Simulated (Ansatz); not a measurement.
Si2Mo: several calculations on one system

**1. Relaxation**

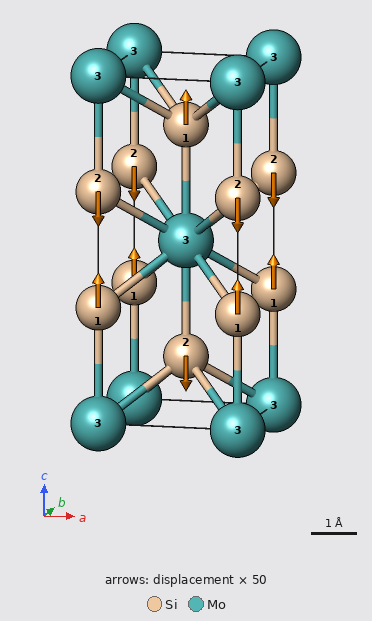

This is a relaxation of crystalline Si₂Mo (set up in I4/mmm). The starting structure is drawn; orange arrows show the displacements (the part carried along by the change of the cell is left out), 50 times their true length.

A ball-and-stick model of the conventional cell (2 times the calculation's cell), seen slightly off an axis. Lengths and directions refer to the drawn axes.

Theory: DFT PBEsol, scalar-relativistic, plane waves, PAW (Ansatz 0.2.0).

Input file:
```yaml
crystal:
  lattice:
    - [-1.6, 1.6, 3.9305]
    - [1.6, -1.6, 3.9305]
    - [1.6, 1.6, -3.9305]
  atoms:
    - { symbol: Si, position: [0.333, 0.333, 0.0] }
    - { symbol: Si, position: [0.667, 0.667, 0.0] }
    - { symbol: Mo, position: [0.0, 0.0, 0.0] }
basis:
  ecutwfc: 420
kpoints:
  mp_grid: { grid: [18, 18, 18] }
hamiltonian:
  xc: pbesol
scf:
  occupations: { method: gaussian, width: 0.1 }
output:
  forces: true
  stress: true
  eigenvalues: true
  write_density: true
  write_potential: true
  elf: true
  volumetric_format: npy
relax:
  adjacent_minimum: "off"
  f_tol: 0.005
  max_steps: 80
  cell: { stress_tol: 0.05 }
```

Run as
```bash
ansatz run input.yaml --threads 1 --pin off --max-ram 2560MiB --backend cpu --events-out ev --progress --plain --runs-dir out
```

What happened in the run?

The largest moves relative to the cell, 0.016 Å, are those of Si1 and Si2. Si2 goes along −c. Mo stays in place. The drawn cell changes as follows: a = b 3.200 → 3.190 Å (−0.3 %), c 7.861 → 7.821 Å (−0.5 %); the volume changes by −1.1 %. Near-neighbour distances that change, for instance: Si1–Mo3 2.616 → 2.599 Å. The space group stays I4/mmm (No. 139). The energy falls by 9.6 meV per cell of the calculation in 3 accepted moves (4 points after the start). Largest force component: 0.33 eV/Å at the start, 0.0016 eV/Å at the end. The pressure goes from −2.74 to −0.01 GPa. At 1 point the geometry stayed and the basis and grid were re-selected for the new cell (energy shift of 0.1 meV per cell of the calculation at most each time).

**2. Relaxation**

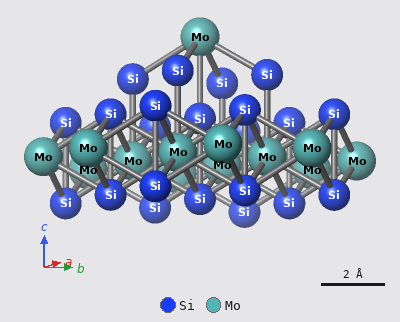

This is the input geometry for a relaxation of a slab of composition Si2Mo (cut from the I4/mmm phase). A ball-and-stick model of the atoms within 5.8 Å of the atom that moves most (axes of the 2 × 3 repeat of the cell, outlined in the plane, without the vacuum), seen from a free direction.

Case: (0 0 1) slab, atoms relaxed. The slab is the (0 0 1) face of Si2Mo.

Computed with Ansatz 0.2.0, DFT PBEsol, scalar-relativistic, plane waves, PAW.

Input
```yaml
crystal:
  lattice:
    - [3.1900701696, 0.0, 0.0]
    - [0.0, 3.1900701696, 0.0]
    - [0.0, 0.0, 25.4015074039]
  atoms:
    - { symbol: Si, position: [0.0, 0.0, 0.295258068] }
    - { symbol: Mo, position: [0.5, 0.5, 0.3460448847] }
    - { symbol: Si, position: [0.0, 0.0, 0.3968317014] }
    - { symbol: Si, position: [0.5, 0.5, 0.4492131833] }
    - { symbol: Mo, position: [0.0, 0.0, 0.5] }
    - { symbol: Si, position: [0.5, 0.5, 0.5507868167] }
    - { symbol: Si, position: [0.0, 0.0, 0.6031682986] }
    - { symbol: Mo, position: [0.5, 0.5, 0.6539551153] }
    - { symbol: Si, position: [0.0, 0.0, 0.704741932] }
basis:
  ecutwfc: 420
kpoints:
  mp_grid: { grid: [11, 11, 1] }
hamiltonian:
  xc: pbesol
scf:
  occupations: { method: gaussian, width: 0.1 }
output:
  forces: true
  eigenvalues: true
  write_density: true
  write_potential: true
  elf: true
  volumetric_format: npy
relax:
  adjacent_minimum: "off"
  f_tol: 0.02
  max_steps: 60
efield:
  axis: 3
  dipole_correction: true
  ramp_width: 0.04
```

Launched with:
```bash
ansatz run input.yaml --threads 1 --pin off --max-ram 2560MiB --backend cpu --events-out ev --progress --plain --runs-dir out
```

Question: Where does the relaxation end?

Answer: The largest moves relative to the layer's centre, 0.10 Å, are those of Si1 and Si9. Si1 goes along the normal (+c). By element the largest moves are Si 0.10 Å, Mo 0.03 Å. The lattice vectors keep their values. Among the contacts that change: Si1–Si3 2.580 → 2.493 Å, Mo2–Si4 2.621 → 2.581 Å, Si1–Mo2 2.599 → 2.560 Å, Si3–Mo5 2.621 → 2.603 Å. Among the angles between lasting bonds that change: Mo2–Si1–Mo2 120.5° → 123.5°. The energy falls by 64.7 meV per cell of the calculation in 3 accepted moves (4 points after the start). Largest force component: 0.61 eV/Å at the start, 0.0061 eV/Å at the end. 1 step only repeated the SCF at the same geometry. Cost: 5.3 min on 1 thread of Arm Neoverse N1, with other jobs on the host, peak memory 0.54 GiB.

After the run, drawn alike:

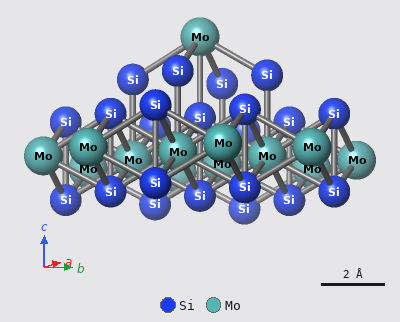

**3. A change**

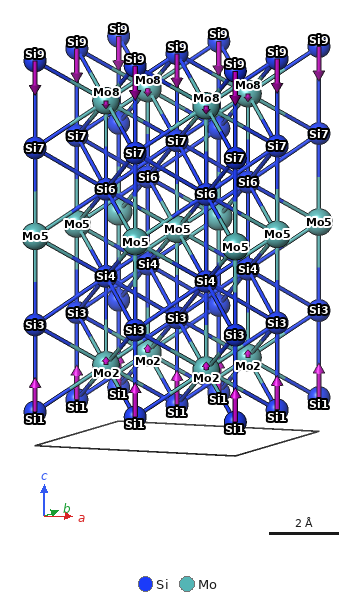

A (0 0 1) slab of Si2Mo as cut from the relaxed bulk. The purple arrows show how the atoms are displaced, magnified 10 times. A ball-and-stick model of the 2 × 2 repeat of the cell, outlined in the plane, without the vacuum, seen slightly off an axis.

Method: Ansatz, DFT PBEsol, scalar-relativistic, plane waves, PAW. Settings: plane-wave cutoff 420 eV; occupations gaussian; smearing width 0.1 eV; no spin polarisation. The k-mesh is chosen for each cell (11×11×9, 11×11×1).

### What was done to the structure, and with what result?

The atoms of the slab are relaxed at the bulk's in-plane cell. The surface energy (mean of the two faces) falls from 2.68 to 2.63 J/m². The top spacing, between the Si and Mo planes, goes from 1.29 to 1.21 Å (−6.1 %), the bottom one (Si to Mo) from 1.29 to 1.21 Å (−6.1 %). The work function of the top face goes from 4.54 to 4.47 eV. The cell stays as it was. The largest moves relative to the layer's centre, 0.10 Å, are those of Si1 and Si9. Si1 goes along the normal (+c). Largest moves by element: Si 0.10 Å, Mo 0.03 Å. Near-neighbour distances before and after: Si–Si 2.580 → 2.493 to 2.607 Å, Mo–Si 2.621 → 2.581 to 2.603 Å, Mo–Si 2.599 → 2.560 to 2.605 Å, Si–Si 2.619 → 2.603 Å.
